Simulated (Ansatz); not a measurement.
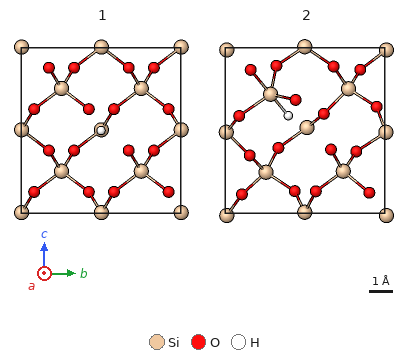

Two geometries of a defect cell of composition Si$_{8}$HO$_{16}$ (cell charge −1), drawn at one scale. One is the start of a relaxation, the other its converged end. The picture is a ball-and-stick view of the cell of the calculation (origin shifted), seen along the a axis.

The calculation used DFT PBE, scalar-relativistic, plane waves, PAW (Ansatz 0.2.0). Set-up: plane-wave cutoff 420 eV; k-point mesh 2 × 2 × 2; occupations gaussian; smearing width 0.02 eV; mesh shifted by (0.5, 0.5, 0.5); no spin polarisation; atoms relaxed in a fixed cell; force threshold 0.02 eV/Å; at most 60 steps.

Which one is relaxed?

Answer. Structure 2 is the relaxed one. Case: H interstitial, charge -1, atoms relaxed. The atom that moves furthest is the H atom (1.23 Å along [1 −1 1]). By element the largest moves are H 1.23 Å, O 0.62 Å, Si 0.43 Å. The cell stays as it was. Near-neighbour distances that change, for instance: H–Si 3.182 → 1.532 Å, O–Si 1.626 → 1.766 Å, O–Si 1.626 → 1.706 Å, O–Si 1.626 → 1.576 Å. New bonds form, among them: H–Si (3.18 → 1.53 Å). Bond angles that change, for instance: Si–O–Si 146.8° → 167.3°, O–Si–O 108.7° → 88.4°, O–Si–O 111.0° → 90.7°. After 26 accepted moves (27 points after the start) the energy has fallen by 2.037 eV per cell of the calculation. Largest force component: 1.2 eV/Å at the start, 0.02 eV/Å at the end. 1 step only repeated the SCF at the same geometry. The forces were under the threshold at step 6, but the run went on from there. The run took 2.1 min on 4 threads of AMD EPYC 7B13 (Zen 3), with other jobs on the host, peak memory 0.95 GiB.

Limits of the set-up: the periodic images lie only 7.1 Å apart, so the values are limited by the cell's size; the cell is charged, on a uniform background, and energies carry no finite-size correction.
